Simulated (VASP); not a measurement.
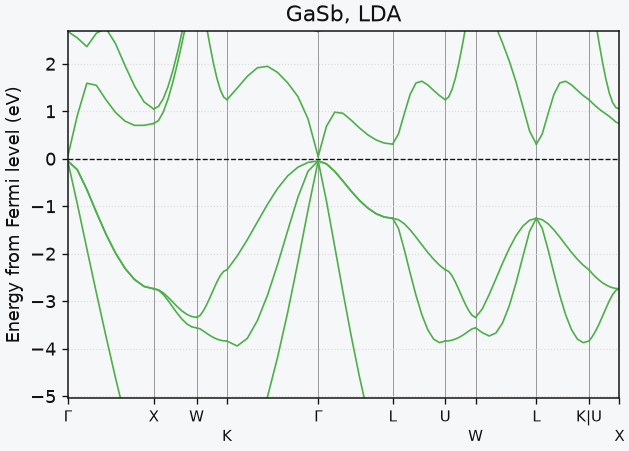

Band structure. Energies are counted from the Fermi level.

What lattice type does the k path imply?

A face-centred cubic lattice: the path Γ–X–W–K–Γ–L–U–W–L–K|U–X runs through the special points of its Brillouin zone.

The VASP input:

POSCAR:
```
GaSb                                    
1.0
    0.0000000000      3.0275242821      3.0275242821
    3.0275242821      0.0000000000      3.0275242821
    3.0275242821      3.0275242821      0.0000000000
  Ga              Sb            
     1     1
Direct
     1.0000000000000000    1.0000000000000000    1.0000000000000000
     0.7500000000000000    0.7500000000000000    0.7500000000000000
```

INCAR.step1:
```
SYSTEM = GaSb
ALGO     = Normal         ! electronic algorithm
EDIFF    = 1E-7           ! SCF threshold, eV
ENCUT    = 300            ! plane-wave cutoff, eV
ISIF     = 2              ! what is computed and relaxed
ISMEAR   = 0              ! smearing method
LASPH    = .TRUE.         ! aspherical terms in the spheres
LCHARG   = .TRUE.         ! write CHGCAR
LREAL    = .FALSE.        ! projectors in reciprocal space
LWAVE    = .FALSE.        ! write WAVECAR
NELM     = 60             ! most SCF steps
PREC     = Accurate       ! precision mode
SIGMA    = 0.02           ! smearing width, eV
```

KPOINTS.step1:
```
k-points
0
G
  5 5 5
  0 0 0
```

INCAR.step2:
```
SYSTEM = GaSb
ALGO     = Normal         ! electronic algorithm
EDIFF    = 1E-7           ! SCF threshold, eV
ENCUT    = 300            ! plane-wave cutoff, eV
ICHARG   = 11             ! starting density
ISIF     = 2              ! what is computed and relaxed
ISMEAR   = 0              ! smearing method
LASPH    = .TRUE.         ! aspherical terms in the spheres
LCHARG   = .FALSE.        ! write CHGCAR
LREAL    = .FALSE.        ! projectors in reciprocal space
LWAVE    = .FALSE.        ! write WAVECAR
NELM     = 60             ! most SCF steps
PREC     = Accurate       ! precision mode
SIGMA    = 0.05           ! smearing width, eV
```

KPOINTS.step2:
```
path GXWKGLUWLK,UX
10
line-mode
reciprocal
 0.0000000000  0.0000000000  0.0000000000  G
 0.5000000000  0.0000000000  0.5000000000  X

 0.5000000000  0.0000000000  0.5000000000  X
 0.5000000000  0.2500000000  0.7500000000  W

 0.5000000000  0.2500000000  0.7500000000  W
 0.3750000000  0.3750000000  0.7500000000  K

 0.3750000000  0.3750000000  0.7500000000  K
 0.0000000000  0.0000000000  0.0000000000  G

 0.0000000000  0.0000000000  0.0000000000  G
 0.5000000000  0.5000000000  0.5000000000  L

 0.5000000000  0.5000000000  0.5000000000  L
 0.6250000000  0.2500000000  0.6250000000  U

 0.6250000000  0.2500000000  0.6250000000  U
 0.5000000000  0.2500000000  0.7500000000  W

 0.5000000000  0.2500000000  0.7500000000  W
 0.5000000000  0.5000000000  0.5000000000  L

 0.5000000000  0.5000000000  0.5000000000  L
 0.3750000000  0.3750000000  0.7500000000  K

 0.6250000000  0.2500000000  0.6250000000  U
 0.5000000000  0.0000000000  0.5000000000  X
```

System: zincblende GaSb, space group F-43m (No. 216), 2 atoms in the primitive cell.

Computed with VASP: LDA, VASP PAW LDA potentials, release 64 (Ga_d, Sb), no spin polarisation, no spin-orbit coupling, 5×5×5 k mesh, 300 eV cutoff, Gaussian smearing of 0.02 eV.

Read off the fundamental gap and say whether it is direct.

The bands leave a gap. The gap along this path is 0.09 eV and direct: both edges lie at Γ. It is not wide against the smearing used.

How many bands meet at the valence-band top?

Three bands meet at the valence-band top at Γ: it is triply degenerate (spin aside).

What are the direct gaps at K, X and L?

The direct gaps are 3.58 eV at K, 3.48 eV at X and 1.56 eV at L.

Spin-orbit coupling is left out, which matters for Sb and can close so small a gap. LDA, GGA and most meta-GGA functionals understate gaps. The cell was derived from a database entry in an earlier step, so it needn't be the measured one.
